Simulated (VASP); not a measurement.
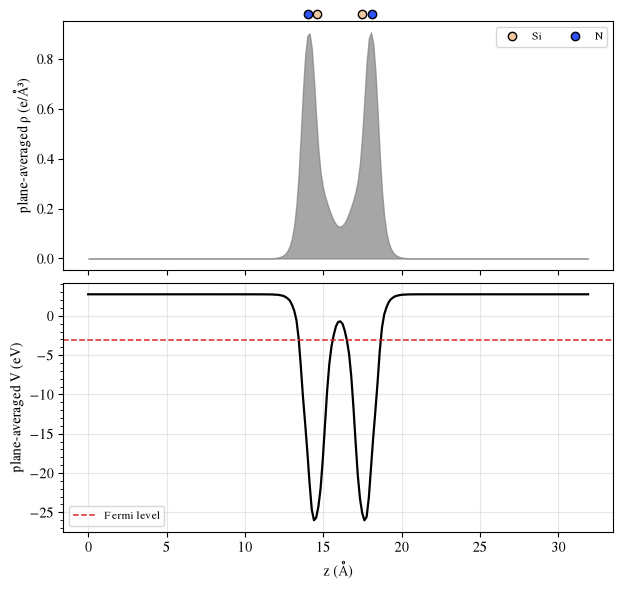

SiN. Plane average of the electrostatic potential energy of an electron and of the valence pseudo-density across the slab. Circles mark the heights of the atoms.

The calculation used Kohn-Sham DFT of a periodic cell, PBE, VASP PAW PBE potentials, recommended (VASP 6.6.1).

Core electrons are frozen (PAW), and the valence fields are smoothed inside the atomic spheres.

```yaml
crystal:
  lattice:
    - [2.84574, 0.00000, 0.00000]
    - [-1.42287, 2.46448, 0.00000]
    - [0.00000, 0.00000, 32.04359]
  atoms:
    - { symbol: Si, position: [0.33333, 0.66667, 0.22071] }
    - { symbol: Si, position: [0.66667, 0.33333, 0.30981] }
    - { symbol: N, position: [0.66667, 0.33333, 0.20137] }
    - { symbol: N, position: [0.33333, 0.66667, 0.32916] }
```

> How far above the Fermi level of the calculation is the vacuum level?

5.8 eV.

> How thick is the slab, and how wide the vacuum?

The outermost nuclei are 4.1 Å apart, in 4 atomic planes; the vacuum between periodic images is 27.9 Å wide.
